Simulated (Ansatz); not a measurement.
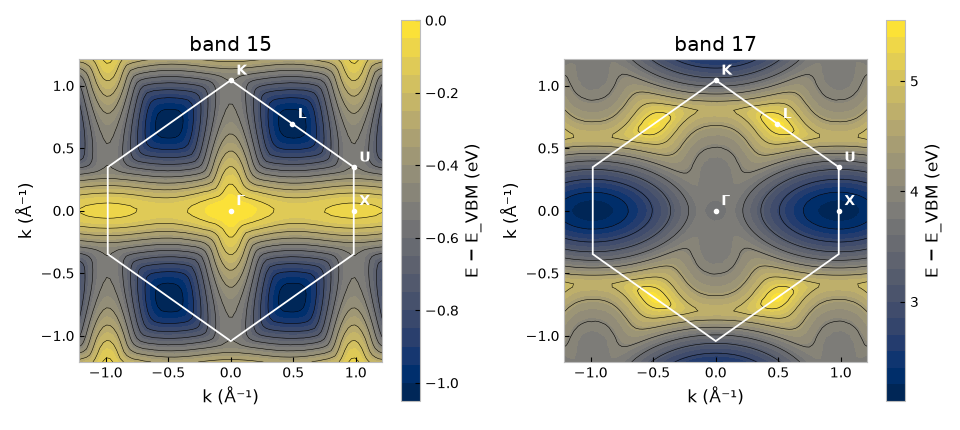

Two bands of BaS in space group Fm-3m over the plane through Γ, X and L: the highest mostly filled and the lowest mostly empty one.

Level of theory: Ansatz, DFT PBE, spin-orbit coupling, plane waves, PAW; levels and slopes on a dense k mesh at the converged density. Non-magnetic. With an inversion centre and no moment every band is doubly degenerate; a pair is shown and named once. Mesh 28×28×28, interpolated with the band slopes. Cell and positions as given, without relaxation.

**Give both levels and their distance at the named points.**

```tsv
point	lower band (eV)	upper band (eV)	distance (eV)
Γ	0.00	3.65	3.65
X	−0.07	2.16	2.23
L	−1.04	5.50	6.54
```

**Where are the band edges of the whole zone?**

The valence band has one maximum at Γ, two bands meeting there, with masses of 0.31 and 2.89 mₑ for the two bands, each the same along x, y and z; the conduction band has three equivalent minima at X, principal masses 0.34, 0.34 and 1.29 mₑ. The gap is indirect, 2.16 eV at this level of theory, which underestimates gaps and can reorder valleys that lie close.
